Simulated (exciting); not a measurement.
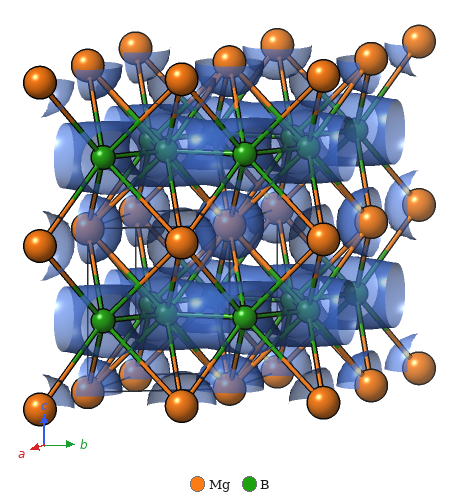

Figure. MgB2. Isosurface of the electron density at 0.4 e/Å³ (blue), seen at an oblique angle. Sticks mark near contacts.

Space group P6/mmm.

All numbers below come from Kohn-Sham DFT of a periodic cell, PBEsol, all-electron LAPW+lo, shipped species files (exciting).

Q: How is the density connected at this value?

A: At this value the density is joined into sheets. It bridges the sampled B–B (1.78 Å) contacts, where the density stays above the isovalue. It is pinched off along the sampled Mg–B (2.51 Å) contacts. On the grid the lowest density along these lines, outside the cores, is 0.83 e/Å³ (B–B, 1.78 Å) and 0.17 e/Å³ (Mg–B, 2.51 Å).
